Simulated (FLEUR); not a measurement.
**C: 5 runs along one coordinate**

System: C (Fd-3m, 2 atoms in the cell).
Method: Kohn-Sham DFT of a periodic cell, revPBE, all-electron, no spin polarisation (FLEUR MaX-R8.1 (later development tree)).

The 5 runs differ only in the geometry, by an even scaling of the cell at fixed fractional positions. The structure derives from an entry of the Crystallography Open Database.

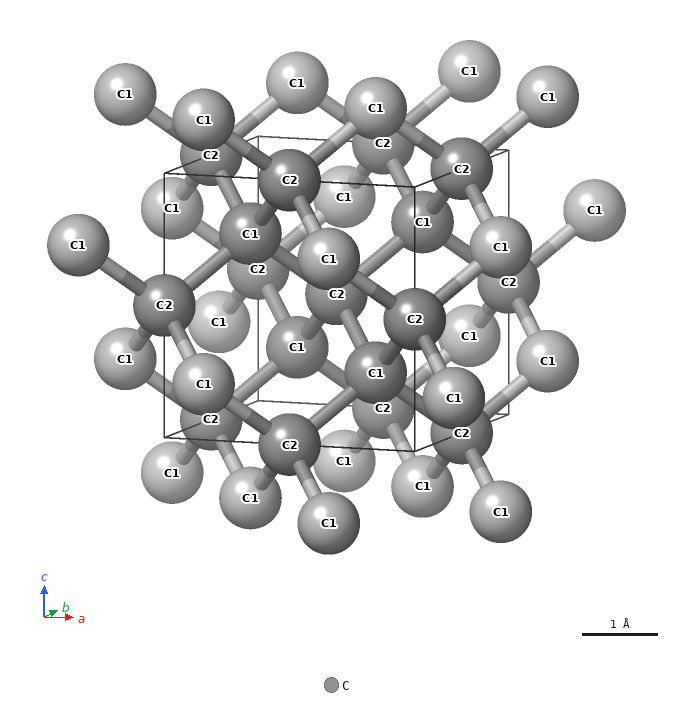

Figure 1. The structure of run 3 (ball-and-stick view of the cell 4 times as large as that of the calculation, set on its symmetry axes, seen slightly off an axis; neighbours outside the cell are drawn fainter; atoms are numbered from 1 in the order of the input).

## Input of run 3
```
<?xml version="1.0" encoding="UTF-8" standalone="no"?>
<fleurInput fleurInputVersion="0.39">
   <comment>
      C                                                                                                   
   </comment>
   <calculationSetup>
      <cutoffs Kmax="5.5" Gmax="17.0" GmaxXC="17.0" numbands="0"/>
      <scfLoop itmax="60" minDistance="0.00001" maxIterBroyd="15" imix="Anderson" alpha="0.05" precondParam="0.0" spinf="2.0" sdNocoIR="T"/>
      <coreElectrons ctail="T" frcor="F" kcrel="0" coretail_lmax="0"/>
      <xcFunctional name="rpbe" relativisticCorrections="F"/>
      <magnetism jspins="1"/>
      <soc l_soc="F" theta="0.0" phi="0.0" spav="F"/>
      <expertModes spex="0" secvar="F"/>
      <geometryOptimization l_f="F" forcealpha="1.0" forcemix="BFGS" epsdisp="0.00001" epsforce="0.00001"/>
      <ldaU l_linMix="F" mixParam="0.05" spinf="1.0"/>
   </calculationSetup>
   <cell>
      <bzIntegration valenceElectrons="8.0" mode="hist" fermiSmearingEnergy="0.00183747">
         <kPointListSelection listName="default-1"/>
         <!-- k-points included here -->
         <xi:include xmlns:xi="http://www.w3.org/2001/XInclude" href="kpts.xml"> </xi:include>
      </bzIntegration>
      <!-- symmetry operations included here -->
      <xi:include xmlns:xi="http://www.w3.org/2001/XInclude" href="sym.xml"> </xi:include>
      <bulkLattice scale="1.0000000000">
         <bravaisMatrix>
            <row-1>    0.0000000000000000     3.3700808788279017     3.3700808788279017</row-1>
            <row-2>    3.3700808788279017     0.0000000000000000     3.3700808788279017</row-2>
            <row-3>    3.3700808788279017     3.3700808788279017     0.0000000000000000</row-3>
         </bravaisMatrix>
      </bulkLattice>
   </cell>
   <atomSpecies>
      <species name="Carbon (C)" element="C" atomicNumber="6">
         <mtSphere radius="1.31" gridPoints="447" logIncrement="0.023"/>
         <atomicCutoffs lmax="8" lnonsphr="6"/>
         <electronConfig flipSpins="F">
            <coreConfig>(1s1/2)</coreConfig>
            <valenceConfig>(2s1/2) (2p1/2) (2p3/2)</valenceConfig>
            <stateOccupation state="(2p1/2)" spinUp="0.333333" spinDown="0.333333"/>
            <stateOccupation state="(2p3/2)" spinUp="0.666667" spinDown="0.666667"/>
         </electronConfig>
         <energyParameters s="2" p="2" d="3" f="4"/>
         <lo type="SCLO" l="0" n="2" eDeriv="2"/>
         <lo type="SCLO" l="1" n="2" eDeriv="2"/>
         <lo type="SCLO" l="2" n="3" eDeriv="2"/>
      </species>
   </atomSpecies>
   <atomGroups>
      <atomGroup species="Carbon (C)">
         <relPos label="                   1">-3.000/8.000 -3.000/8.000 -3.000/8.000</relPos>
         <relPos label="                   2">3.000/8.000 3.000/8.000 3.000/8.000</relPos>
         <force calculate="T" relaxXYZ="TTT"/>
      </atomGroup>
   </atomGroups>
   <output dos="F" band="F" slice="F">
      <checks vchk="F" cdinf="F"/>
      <bandDOS minEnergy="-.5*Htr" maxEnergy="0.5*Htr" sigma="0.015" storeEVData="T"/>
      <vacuumDOS vacdos="F" integ="F" star="F" nstars="0" locx1="0.0" locy1="0.0" locx2="0.0" locy2="0.0" nstm="0" tworkf="0.0"/>
      <unfoldingBand unfoldBand="F" supercellX="1" supercellY="1" supercellZ="1"/>
      <plotting iplot="0" polar="F">
         <plot TwoD="T" vec1="  1.0  0.0  0.0" vec2="  0.0  1.0  0.0" vec3="  0.0  0.0  1.0" zero="  0.0  0.0  0.0" file="plot"/>
      </plotting>
      <chargeDensitySlicing numkpt="0" minEigenval="0.0" maxEigenval="0.0" nnne="0" pallst="F"/>
      <specialOutput eonly="F"/>
      <moessbauerParams electricFieldGradient="T" isomerShift="T" coreHyperfine="T" valenceHyperfine="T"/>
      <magneticCircularDichroism mcd="F" energyLo="-10.0" energyUp="0.0"/>
   </output>
  <!-- We include the file relax.xml here to enable relaxations (see documentation) -->
  <xi:include xmlns:xi="http://www.w3.org/2001/XInclude" href="relax.xml"> <xi:fallback/> </xi:include>
</fleurInput>
```

Command:
```bash
inpgen -f crystal.txt -profile fastHighL; fleur_MPI
```

Run 4 has the same physical settings and fractional positions; its lattice vectors (Å) are:
```
   0.000000    1.806838    1.806838
   1.806838    0.000000    1.806838
   1.806838    1.806838    0.000000
```

## Results, with one run withheld

```csv
run,volume per atom (Å³),"free energy per atom, from the lowest run given (meV)",gap on the mesh (eV)
1,5.332,45.02,4.27
2,5.445,22.60,4.23
3,5.672,0.00,4.14
4,5.899,?,?
5,6.012,12.23,4.02
```

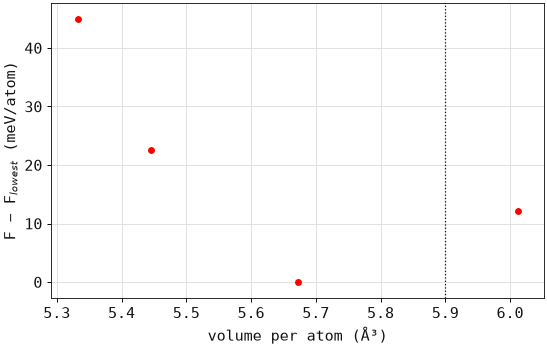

Figure 2. Free energy per atom of the runs given; the dotted line marks run 4.

Fit the runs given and predict run 4.

A quadratic polynomial in V^(−2/3) (the Birch–Murnaghan form), fitted to the 4 runs given, misses them by under 0.01 meV per atom. With x = V^(−2/3) − 0.31690 Å⁻², it reads F = 3.7588 + 1951.5 x + 1.7563e+05 x² (meV per atom). At run 4 it gives 2.81 meV per atom, and the run itself gives 2.71. The fit has its minimum at 5.756 Å³ per atom, where V d²F/dV² gives 421 GPa: the bulk modulus at this level, since symmetry fixes the shape and the positions. The gap on the mesh goes, without turning, from 4.27 eV in run 1 to 4.02 eV in run 5; run 4 has 4.06 eV. These are gaps of this functional on this mesh, which can miss the band edges; they aren't the measured gap.

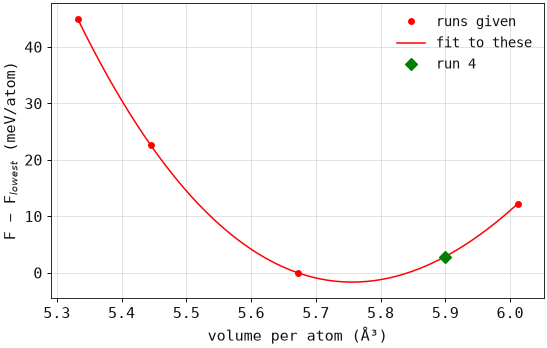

Figure 3. The fit and the withheld run.

## Output (run 4)
```
Welcome to FLEUR        (www.flapw.de)
      MaX-Release 8.1          (www.max-centre.eu)

 ========== k-point set info ==========
 Selected k-point list: default-1
 k-point list type: mesh
 13 x 13 x 13
 Number of k points: 84

 ------------Calculation Setup---------------------------
 Number of MPI-tasks      :            1
 Number of PE/node        :            1
 Number of OMP-threads    :            1
 Most efficient MPI parallelization for:
           1           2           3           4           6           7          12          14          21          28          42          84
 Additional eigenvalue parallelization possible
 Number of basis functions:          263
 Approximate size of matrices (H+S) per k-point:         0.001 GB
 --------------------------------------------------------

 Iteration:     1   Distance:      23.84808231 me/bohr^3

 Iteration:     2   Distance:      22.48726769 me/bohr^3

 Iteration:     3   Distance:       3.35128313 me/bohr^3

 Iteration:     4   Distance:       2.17887107 me/bohr^3

 Iteration:     5   Distance:       0.28399206 me/bohr^3

 Iteration:     6   Distance:       0.31159289 me/bohr^3

 Iteration:     7   Distance:       0.03117993 me/bohr^3

 Iteration:     8   Distance:       0.01314388 me/bohr^3

 Iteration:     9   Distance:       0.00087330 me/bohr^3

 Iteration:    10   Distance:       0.00007856 me/bohr^3

 Iteration:    11   Distance:       0.00011209 me/bohr^3

 Iteration:    12   Distance:       0.00000084 me/bohr^3

 ********************************************************************
 Run finished successfully
 Stop message:
   all done
 ********************************************************************
```
